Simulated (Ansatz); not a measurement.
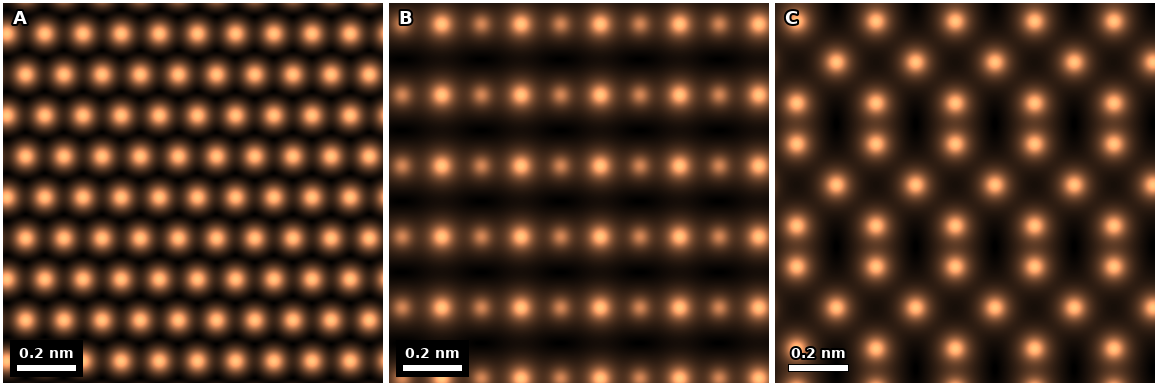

Three views of Ta (P6/mmm, No. 191) along different zone axes. Computed as the sum of neutral-atom potentials (tabulated electron scattering factors, B = 0.8 Å²) projected along the beam and smoothed by 0.25 Å; brighter is more positive. The display is stretched by a gamma of 0.6; percentages refer to the linear signal. Model: the geometry given to an electronic-structure calculation, possibly off equilibrium; the starting structure was generated, so it need not be a known form of this composition.

```cif
data_structure
_symmetry_space_group_name_H-M 'P6/mmm'
_symmetry_Int_Tables_number 191
_cell_length_a 4.8493
_cell_length_b 4.8493
_cell_length_c 2.7122
_cell_angle_alpha 90.000
_cell_angle_beta 90.000
_cell_angle_gamma 120.000
_cell_volume 55.24
loop_
_atom_site_label
_atom_site_type_symbol
_atom_site_symmetry_multiplicity
_atom_site_Wyckoff_symbol
_atom_site_fract_x
_atom_site_fract_y
_atom_site_fract_z
_atom_site_occupancy
Ta1 Ta 1 a 0.00000 0.00000 0.00000 1
Ta2 Ta 2 d 0.33333 0.66667 0.50000 1
```

Question: Match the panels to the zone axes [100], [201] and [210].

Answer: A is [201]: projected cell 1.31 × 1.54 Å, 115°, plane group c2mm. B is [210]: projected cell 2.42 × 2.71 Å, 90°, plane group p2mm. C is [100]: projected cell 2.71 × 4.20 Å, 90°, plane group p2mm.
